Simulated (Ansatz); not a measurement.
# Geometry relaxation of Ir (part 1 of 2)

Ir (slab, 4 atoms in the cell), computed with DFT r2SCAN, scalar-relativistic, plane waves, PAW, no spin polarisation (Ansatz 0.2.0).

The structure derives from an entry of the Crystallography Open Database. The input holds or restrains some coordinates. Forces given for the steps count only the free coordinates. It belongs to a series of runs on one base structure; here: clean slab, lower half held. Figures and captions count atoms from 1; the log counts them from 0 in places.

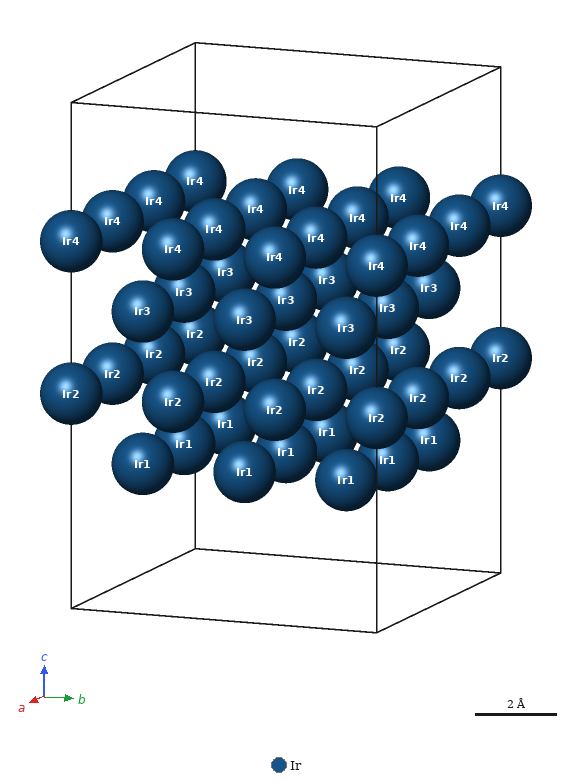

**Figure 1.** The structure as given in the input (spheres-only view of the 3 × 3 repeat of the cell, with the vacuum cut short, seen slightly off an axis; atoms are numbered from 1 in the order of the input). An atom can appear more than once, as a periodic image.

### The input
```yaml
crystal:
  lattice:
    - [2.7182807111, 0.0, 0.0]
    - [0.0, 2.7182807111, 0.0]
    - [0.0, 0.0, 22.766344172]
  atoms:
    - { symbol: Ir, position: [0.5, 0.5, 0.3733581437] }
    - { symbol: Ir, position: [0.0, 0.0, 0.4577860479] }
    - { symbol: Ir, position: [0.5, 0.5, 0.5422139521] }
    - { symbol: Ir, position: [0.0, 0.0, 0.6266418563] }
basis:
  ecutwfc: 500
kpoints:
  mp_grid: { grid: [11, 11, 1] }
hamiltonian:
  xc: r2scan
scf:
  occupations: { method: gaussian, width: 0.1 }
output:
  forces: true
  eigenvalues: true
  write_density: true
  write_potential: true
  elf: true
  volumetric_format: npy
relax:
  adjacent_minimum: "off"
  f_tol: 0.03
  max_steps: 70
  constraints: [{ sites: [0, 1] }]
efield:
  axis: 3
  dipole_correction: true
  ramp_width: 0.04
```

Run on 2 threads of Intel Xeon @ 2.50GHz (Skylake/Cascade Lake), 32 GiB of memory available, shared host.

Command:
```bash
ansatz run input.yaml --threads 2 --pin off --max-ram 5120MiB --backend cpu --events-out ev --progress --plain --runs-dir out
```

### Output
```
Engine: ansatz 0.2.0, x86_64-unknown-linux-gnu
Pseudopotentials: kind: paw
Pseudopotential: Ir, paw, valence charge 17, recommended cutoff 500 eV (meta_gga), Ir.paw.azcp
Functional definition: r2SCAN
  parameter k0 = 0.174
  parameter k1 = 0.065
  parameter a1 = 4.9479
  exchange = r2scan_x(k0 = k0, k1 = k1, a1 = a1)
  correlation = r2scan_c
Crystal: 4 atoms, lattice volume = 168.222 Å³
Basis set: ecut = 500 eV, 4151 PW (Γ), exchange–correlation on 80×80×720 points (64 copies of the dense FFT grid, shifted against one another)
Bands: 41, of which v1, the nominal top of the filled ones, is band 34 counted from 1 (33 counted from 0)
Symmetry: 8 space group operations
k-points: 21 of 121
Non-local potential: Ir, projectors of the file, l = 0: 3, l = 1: 2, l = 2: 2, l = 3: 1
PAW form: soft (Blöchl's): semilocal exchange-correlation on the pseudo side does not see the compensation charge
PAW frozen core: Ir, regenerated for the run's functional (the file was generated under x = pbe(κ = 0.804, μ = 0.2195149727645171), c = pbe(β = 0.06672455060314922))
PAW one-centre angular grid: Ir, 590 points (default); XC on 160 Gauss nodes
Initial density: superposition of atomic densities (neutral atoms: chi_scale 0, normalization atom), corrected by the library's trained network
Initial wavefunctions: pseudopotential atomic-orbital guess
Functional: x = r2scan, c = r2scan; τ floored in thin density (d = 2e-4 eV/Å³)
SCF iter   1: F=—  HF=-47791.720797 eV  |F-HF|=—  |Δ(HF+E_count)|=         —  Δρ=9.11e-3  dr2=6.07e-1  dr2_τ=1.16e-1  ethr=1.77e-3  p=0.000 e·Å  D=2.17e-13 V/Å  ΔV_dip=-0.00 eV  dr2_dipole=8.72e-9  V_vac-E_F(+/−)=5.46/5.46 eV  ⟨swp⟩=7.9  Hψ=3857  notcnv=0
efield: sawtooth ramp at fractional position 0.9800 (placed from the atoms, in the widest stretch of the axis that holds none; the zero of the levels goes with the place), width 0.0400; the density the first Hamiltonian is built on has a dipole p = 0.000 e·Å; the dipole correction subtracts the counter field D = 2.17e-13 V/Å, which shifts the + side's vacuum level by -0.00 eV against the − side's; the planar-averaged density in the ramp window peaks in size at 9.8e-6 e/Å³
preconditioner: auto → LDOS  [metal: Δε(μ)=0.024 eV  Ē_g=6.223 eV  σ=0.100 eV  W_gap=0.13  n_scr=28 (ndim 8)  ℏωp=17.2 eV  f_vac=0.586  D(μ)=6.15/eV (n_scr^D=54)  β→1.0]
SCF iter   2: F=—  HF=-47791.804119 eV  |F-HF|=—  |Δ(HF+E_count)|=   8.33e-2  Δρ=2.88e-3  dr2=2.15e-2  dr2_τ=7.74e-3  ethr=8.93e-4  p=-0.000 e·Å  D=-7.48e-7 V/Å  ΔV_dip=0.00 eV  dr2_dipole=8.99e-12  V_vac-E_F(+/−)=5.55/5.55 eV  ⟨swp⟩=2.3  Hψ=1166  notcnv=0  defer=28
SCF iter   3: F=—  HF=-47791.807663 eV  |F-HF|=—  |Δ(HF+E_count)|=   3.54e-3  Δρ=1.81e-3  dr2=1.28e-2  dr2_τ=1.45e-3  ethr=3.16e-5  p=0.000 e·Å  D=5.92e-6 V/Å  ΔV_dip=-0.00 eV  dr2_dipole=1.07e-9  V_vac-E_F(+/−)=5.57/5.57 eV  ⟨swp⟩=3.2  Hψ=1840  notcnv=0  defer=28
SCF iter   4: F=—  HF=-47791.805028 eV  |F-HF|=—  |Δ(HF+E_count)|=   2.63e-3  Δρ=3.52e-4  dr2=4.08e-4  dr2_τ=3.46e-5  ethr=1.88e-5  p=0.000 e·Å  D=2.97e-6 V/Å  ΔV_dip=-0.00 eV  dr2_dipole=6.75e-11  V_vac-E_F(+/−)=5.60/5.60 eV  ⟨swp⟩=2.0  Hψ=1221  notcnv=0  defer=28
SCF iter   5: F=—  HF=-47791.805092 eV  |F-HF|=—  |Δ(HF+E_count)|=   6.45e-5  Δρ=1.39e-4  dr2=8.38e-5  dr2_τ=7.43e-6  ethr=6.00e-7  p=0.000 e·Å  D=1.91e-6 V/Å  ΔV_dip=-0.00 eV  dr2_dipole=1.28e-10  V_vac-E_F(+/−)=5.62/5.62 eV  ⟨swp⟩=3.2  Hψ=1667  notcnv=0  defer=28
SCF iter   6: F=-47791.805088 eV  HF=-47791.805092 eV  |F-HF|=3.56e-6  |Δ(HF+E_count)|=   8.21e-7  Δρ=5.76e-5  dr2=1.09e-5  dr2_τ=1.00e-6  ethr=3.31e-8  p=0.000 e·Å  D=1.15e-6 V/Å  ΔV_dip=-0.00 eV  dr2_dipole=4.14e-11  V_vac-E_F(+/−)=5.63/5.63 eV  ⟨swp⟩=21.8  Hψ=10182  notcnv=0
SCF 1 converged in 6 iterations: F = -47791.805088 eV  dr2 = 1.09e-5
  greatest PAW one-centre occupation: 1.001 electrons in one spin orbital (limit 2), on the Ir atom at site 0 (counted from 0), in its partial waves of l = 1
relax step   1: F+E_penalty+E_count = -47791.80508798 eV  Δ(F+E_penalty+E_count) = +0.000e0 eV  max|allowed force component| = 9.820e-1 eV/Å  Δτ_max = 0.0000 Å  (6 SCF iters, dr2 threshold 2.25e-5 eV, accepted)
Initial density: handed on by an earlier stage of this run
Initial wavefunctions: those handed on with the density
SCF iter   1: F=—  HF=-47791.072325 eV  |F-HF|=—  |Δ(HF+E_count)|=         —  Δρ=1.96e-2  dr2=7.92e0  dr2_τ=7.24e0  ethr=3.10e-3  p=0.000 e·Å  D=1.61e-6 V/Å  ΔV_dip=-0.00 eV  dr2_dipole=3.04e0  V_vac-E_F(+/−)=5.51/5.51 eV  ⟨swp⟩=5.0  Hψ=2378  notcnv=0  defer=16
efield: sawtooth ramp at fractional position 0.9800 (handed on by an earlier solve), width 0.0400; the density the first Hamiltonian is built on has a dipole p = 0.000 e·Å; the dipole correction subtracts the counter field D = 1.61e-6 V/Å, which shifts the + side's vacuum level by -0.00 eV against the − side's; the planar-averaged density in the ramp window peaks in size at 8.1e-6 e/Å³
preconditioner: auto → LDOS  [metal: Δε(μ)=0.040 eV  Ē_g=6.528 eV  σ=0.100 eV  W_gap=0.21  n_scr=28 (ndim 8)  ℏωp=17.2 eV  f_vac=0.597  D(μ)=5.50/eV (n_scr^D=36)  β→1.0]
SCF iter   2: F=—  HF=-47791.893419 eV  |F-HF|=—  |Δ(HF+E_count)|=   8.21e-1  Δρ=1.27e-2  dr2=1.47e0  dr2_τ=1.10e-1  ethr=3.10e-3  p=0.026 e·Å  D=2.83e-2 V/Å  ΔV_dip=-0.65 eV  dr2_dipole=5.84e-1  V_vac-E_F(+/−)=5.08/5.73 eV  ⟨swp⟩=2.2  Hψ=1491  notcnv=0  defer=25
SCF iter   3: F=—  HF=-47791.791156 eV  |F-HF|=—  |Δ(HF+E_count)|=   1.02e-1  Δρ=5.34e-3  dr2=4.07e-1  dr2_τ=6.08e-3  ethr=2.16e-3  p=0.012 e·Å  D=1.30e-2 V/Å  ΔV_dip=-0.29 eV  dr2_dipole=1.74e-1  V_vac-E_F(+/−)=5.40/5.69 eV  ⟨swp⟩=2.0  Hψ=1105  notcnv=0  defer=25
SCF iter   4: F=—  HF=-47791.785556 eV  |F-HF|=—  |Δ(HF+E_count)|=   5.60e-3  Δρ=1.70e-3  dr2=8.76e-2  dr2_τ=4.92e-4  ethr=5.99e-4  p=0.005 e·Å  D=5.81e-3 V/Å  ΔV_dip=-0.13 eV  dr2_dipole=3.86e-2  V_vac-E_F(+/−)=5.55/5.68 eV  ⟨swp⟩=1.7  Hψ=1075  notcnv=0  defer=25
SCF iter   5: F=—  HF=-47791.785242 eV  |F-HF|=—  |Δ(HF+E_count)|=   3.14e-4  Δρ=8.85e-4  dr2=1.86e-2  dr2_τ=1.92e-4  ethr=1.29e-4  p=0.002 e·Å  D=2.17e-3 V/Å  ΔV_dip=-0.05 eV  dr2_dipole=8.01e-3  V_vac-E_F(+/−)=5.62/5.67 eV  ⟨swp⟩=1.5  Hψ=917  notcnv=0  defer=25
SCF iter   6: F=—  HF=-47791.785126 eV  |F-HF|=—  |Δ(HF+E_count)|=   1.16e-4  Δρ=2.18e-4  dr2=1.22e-3  dr2_τ=1.34e-5  ethr=2.74e-5  p=-0.001 e·Å  D=-1.32e-3 V/Å  ΔV_dip=0.03 eV  dr2_dipole=4.80e-4  V_vac-E_F(+/−)=5.69/5.66 eV  ⟨swp⟩=1.5  Hψ=966  notcnv=0  defer=25
SCF iter   7: F=—  HF=-47791.785207 eV  |F-HF|=—  |Δ(HF+E_count)|=   8.15e-5  Δρ=1.24e-4  dr2=7.47e-5  dr2_τ=3.11e-6  ethr=1.79e-6  p=-0.001 e·Å  D=-8.80e-4 V/Å  ΔV_dip=0.02 eV  dr2_dipole=1.80e-5  V_vac-E_F(+/−)=5.68/5.66 eV  ⟨swp⟩=2.0  Hψ=1097  notcnv=0  defer=25
SCF iter   8: F=-47791.785169 eV  HF=-47791.785202 eV  |F-HF|=3.29e-5  |Δ(HF+E_count)|=   5.06e-6  Δρ=4.14e-5  dr2=2.44e-5  dr2_τ=3.14e-7  ethr=8.86e-8  p=-0.001 e·Å  D=-9.07e-4 V/Å  ΔV_dip=0.02 eV  dr2_dipole=9.48e-6  V_vac-E_F(+/−)=5.68/5.66 eV  ⟨swp⟩=23.0  Hψ=9724  notcnv=0
SCF 2 converged in 8 iterations: F = -47791.785169 eV  dr2 = 2.44e-5
  Residual-converged pass: ⟨swp⟩=1.0  Hψ=945  notcnv=0  max |occ|·‖R‖ = 7.1e-9 eV (tolerance 1.0e-8 eV)  dr2=2.44e-5  dr2_τ=3.14e-7  dr2_onsite=5.35e-8  max |Δocc| = 1.8e-10
  greatest PAW one-centre occupation: 1.001 electrons in one spin orbital (limit 2), on the Ir atom at site 3 (counted from 0), in its partial waves of l = 1
relax step   2: F+E_penalty+E_count = -47791.78516938 eV  Δ(F+E_penalty+E_count) = +1.992e-2 eV  max|allowed force component| = 1.437e0 eV/Å  Δτ_max = 0.1934 Å  (8 SCF iters, dr2 threshold 6.03e-5 eV, rejected (line search))
iter 1 solved again at ethr=1.63e-4 eV; its pass at ethr=3.10e-3 eV (dr2=1.11e-1 eV) is discarded
SCF iter   1: F=—  HF=-47791.400979 eV  |F-HF|=—  |Δ(HF+E_count)|=         —  Δρ=5.71e-3  dr2=1.37e-1  dr2_τ=1.89e0  ethr=1.63e-4  p=-0.001 e·Å  D=-9.09e-4 V/Å  ΔV_dip=0.02 eV  dr2_dipole=4.11e-2  V_vac-E_F(+/−)=5.69/5.67 eV  ⟨swp⟩=2.0  Hψ=3386  notcnv=0  defer=25
efield: sawtooth ramp at fractional position 0.9800 (handed on by an earlier solve), width 0.0400; the density the first Hamiltonian is built on has a dipole p = -0.001 e·Å; the dipole correction subtracts the counter field D = -9.09e-4 V/Å, which shifts the + side's vacuum level by +0.02 eV against the − side's; the planar-averaged density in the ramp window peaks in size at 9.9e-6 e/Å³
eigensolver tolerance schedule calibrated: the retry pair's looser diagonalisation under-reported the residual by θ = 0.19 (0.15/decade); ethr = c·dr2/N_el runs at the constant in force after the calibration composes with the one it found (an armed cap, an earlier calibration), c = 4.5e-2
preconditioner: auto → LDOS  [metal: Δε(μ)=0.029 eV  Ē_g=6.352 eV  σ=0.100 eV  W_gap=0.16  n_scr=28 (ndim 8)  ℏωp=17.2 eV  f_vac=0.591  D(μ)=6.32/eV (n_scr^D=54)  β→1.0]
SCF iter   2: F=—  HF=-47791.871552 eV  |F-HF|=—  |Δ(HF+E_count)|=   4.71e-1  Δρ=5.46e-3  dr2=2.33e-1  dr2_τ=3.45e-3  ethr=9.15e-5  p=-0.005 e·Å  D=-5.34e-3 V/Å  ΔV_dip=0.12 eV  dr2_dipole=4.30e-2  V_vac-E_F(+/−)=5.79/5.67 eV  ⟨swp⟩=2.9  Hψ=1849  notcnv=0  defer=25
SCF iter   3: F=—  HF=-47791.855526 eV  |F-HF|=—  |Δ(HF+E_count)|=   1.60e-2  Δρ=2.93e-3  dr2=1.15e-1  dr2_τ=4.16e-4  ethr=9.15e-5  p=-0.002 e·Å  D=-2.51e-3 V/Å  ΔV_dip=0.06 eV  dr2_dipole=3.41e-2  V_vac-E_F(+/−)=5.72/5.67 eV  ⟨swp⟩=2.0  Hψ=1242  notcnv=0  defer=25
SCF iter   4: F=—  HF=-47791.855106 eV  |F-HF|=—  |Δ(HF+E_count)|=   4.20e-4  Δρ=1.91e-3  dr2=7.77e-3  dr2_τ=2.55e-3  ethr=7.70e-5  p=-0.001 e·Å  D=-1.35e-3 V/Å  ΔV_dip=0.03 eV  dr2_dipole=7.53e-4  V_vac-E_F(+/−)=5.68/5.65 eV  ⟨swp⟩=1.8  Hψ=1075  notcnv=0  defer=25
SCF iter   5: F=—  HF=-47791.853425 eV  |F-HF|=—  |Δ(HF+E_count)|=   1.68e-3  Δρ=8.88e-4  dr2=5.05e-3  dr2_τ=1.96e-4  ethr=5.19e-6  p=-0.000 e·Å  D=-3.01e-5 V/Å  ΔV_dip=0.00 eV  dr2_dipole=1.02e-3  V_vac-E_F(+/−)=5.65/5.65 eV  ⟨swp⟩=3.1  Hψ=1900  notcnv=0  defer=26
SCF iter   6: F=—  HF=-47791.853271 eV  |F-HF|=—  |Δ(HF+E_count)|=   1.53e-4  Δρ=1.03e-4  dr2=6.94e-5  dr2_τ=3.75e-6  ethr=3.37e-6  p=-0.000 e·Å  D=-4.10e-4 V/Å  ΔV_dip=0.01 eV  dr2_dipole=1.93e-5  V_vac-E_F(+/−)=5.66/5.66 eV  ⟨swp⟩=2.1  Hψ=1212  notcnv=0  defer=27
SCF iter   7: F=—  HF=-47791.853106 eV  |F-HF|=—  |Δ(HF+E_count)|=   1.66e-4  Δρ=7.67e-5  dr2=4.56e-5  dr2_τ=1.73e-6  ethr=4.63e-8  p=-0.000 e·Å  D=-2.75e-4 V/Å  ΔV_dip=0.01 eV  dr2_dipole=1.04e-5  V_vac-E_F(+/−)=5.66/5.66 eV  ⟨swp⟩=2.5  Hψ=1644  notcnv=0  defer=27
SCF iter   8: F=—  HF=-47791.853104 eV  |F-HF|=—  |Δ(HF+E_count)|=   1.82e-6  Δρ=1.94e-5  dr2=1.44e-6  dr2_τ=8.06e-8  ethr=3.04e-8  p=-0.000 e·Å  D=-1.37e-4 V/Å  ΔV_dip=0.00 eV  dr2_dipole=2.54e-7  V_vac-E_F(+/−)=5.66/5.66 eV  ⟨swp⟩=2.1  Hψ=1207  notcnv=0  defer=27
SCF iter   9: F=—  HF=-47791.853104 eV  |F-HF|=—  |Δ(HF+E_count)|=   2.02e-7  Δρ=9.79e-6  dr2=5.95e-7  dr2_τ=3.19e-8  ethr=9.60e-10  p=-0.000 e·Å  D=-8.85e-5 V/Å  ΔV_dip=0.00 eV  dr2_dipole=1.77e-7  V_vac-E_F(+/−)=5.66/5.66 eV  ⟨swp⟩=3.1  Hψ=1823  notcnv=0  defer=27
SCF iter  10: F=-47791.853104 eV  HF=-47791.853104 eV  |F-HF|=4.00e-8  |Δ(HF+E_count)|=   7.63e-9  Δρ=2.93e-6  dr2=4.25e-8  dr2_τ=5.88e-10  ethr=6.68e-11  p=-0.000 e·Å  D=-7.51e-5 V/Å  ΔV_dip=0.00 eV  dr2_dipole=1.22e-8  V_vac-E_F(+/−)=5.66/5.66 eV  ⟨swp⟩=17.4  Hψ=7590  notcnv=0
SCF 3 converged in 10 iterations: F = -47791.853104 eV  dr2 = 4.25e-8
relax step   3: F+E_penalty+E_count = -47791.85310389 eV  Δ(F+E_penalty+E_count) = -4.802e-2 eV  max|allowed force component| = 2.509e-1 eV/Å  Δτ_max = 0.0962 Å  (10 SCF iters, accepted)
SCF iter   1: F=—  HF=-47791.842558 eV  |F-HF|=—  |Δ(HF+E_count)|=         —  Δρ=1.29e-3  dr2=2.01e-2  dr2_τ=3.71e-2  ethr=3.77e-5  p=-0.000 e·Å  D=-7.53e-5 V/Å  ΔV_dip=0.00 eV  dr2_dipole=7.33e-3  V_vac-E_F(+/−)=5.66/5.66 eV  ⟨swp⟩=2.1  Hψ=1693  notcnv=0  defer=27
efield: sawtooth ramp at fractional position 0.9800 (handed on by an earlier solve), width 0.0400; the density the first Hamiltonian is built on has a dipole p = -0.000 e·Å; the dipole correction subtracts the counter field D = -7.53e-5 V/Å, which shifts the + side's vacuum level by +0.00 eV against the − side's; the planar-averaged density in the ramp window peaks in size at 1.1e-5 e/Å³
preconditioner: auto → LDOS  [metal: Δε(μ)=0.048 eV  Ē_g=6.349 eV  σ=0.100 eV  W_gap=0.26  n_scr=28 (ndim 8)  ℏωp=17.2 eV  f_vac=0.591  D(μ)=5.90/eV (n_scr^D=46)  β→1.0]
SCF iter   2: F=—  HF=-47791.856280 eV  |F-HF|=—  |Δ(HF+E_count)|=   1.37e-2  Δρ=8.58e-4  dr2=3.62e-3  dr2_τ=3.13e-4  ethr=2.96e-5  p=-0.002 e·Å  D=-1.81e-3 V/Å  ΔV_dip=0.04 eV  dr2_dipole=3.03e-4  V_vac-E_F(+/−)=5.69/5.65 eV  ⟨swp⟩=2.0  Hψ=1379  notcnv=0  defer=27
SCF iter   3: F=—  HF=-47791.855330 eV  |F-HF|=—  |Δ(HF+E_count)|=   9.49e-4  Δρ=2.59e-4  dr2=2.31e-4  dr2_τ=3.78e-5  ethr=5.32e-6  p=-0.001 e·Å  D=-9.89e-4 V/Å  ΔV_dip=0.02 eV  dr2_dipole=3.21e-5  V_vac-E_F(+/−)=5.67/5.65 eV  ⟨swp⟩=2.0  Hψ=1218  notcnv=0  defer=27
SCF iter   4: F=—  HF=-47791.855312 eV  |F-HF|=—  |Δ(HF+E_count)|=   1.83e-5  Δρ=9.18e-5  dr2=8.00e-5  dr2_τ=1.80e-6  ethr=3.40e-7  p=-0.000 e·Å  D=-4.63e-4 V/Å  ΔV_dip=0.01 eV  dr2_dipole=2.77e-5  V_vac-E_F(+/−)=5.66/5.65 eV  ⟨swp⟩=2.0  Hψ=1251  notcnv=0  defer=27
SCF iter   5: F=—  HF=-47791.855308 eV  |F-HF|=—  |Δ(HF+E_count)|=   4.21e-6  Δρ=2.95e-5  dr2=8.46e-6  dr2_τ=2.04e-7  ethr=1.18e-7  p=-0.000 e·Å  D=-1.83e-4 V/Å  ΔV_dip=0.00 eV  dr2_dipole=4.54e-6  V_vac-E_F(+/−)=5.65/5.65 eV  ⟨swp⟩=2.0  Hψ=1248  notcnv=0  defer=27
SCF iter   6: F=-47791.855308 eV  HF=-47791.855309 eV  |F-HF|=2.72e-7  |Δ(HF+E_count)|=   6.90e-7  Δρ=1.30e-5  dr2=5.41e-7  dr2_τ=7.37e-8  ethr=5.79e-9  p=0.000 e·Å  D=1.63e-5 V/Å  ΔV_dip=-0.00 eV  dr2_dipole=4.54e-13  V_vac-E_F(+/−)=5.65/5.65 eV  ⟨swp⟩=20.0  Hψ=8518  notcnv=0
SCF 4 converged in 6 iterations: F = -47791.855308 eV  dr2 = 5.41e-7
relax step   4: F+E_penalty+E_count = -47791.85530828 eV  Δ(F+E_penalty+E_count) = -2.204e-3 eV  max|allowed force component| = 3.730e-3 eV/Å  Δτ_max = 0.0105 Å  (6 SCF iters, dr2 threshold 3.94e-6 eV, accepted)
iter 1 solved again at ethr=7.96e-10 eV; its pass at ethr=3.10e-3 eV (dr2=5.41e-7 eV) is discarded
```
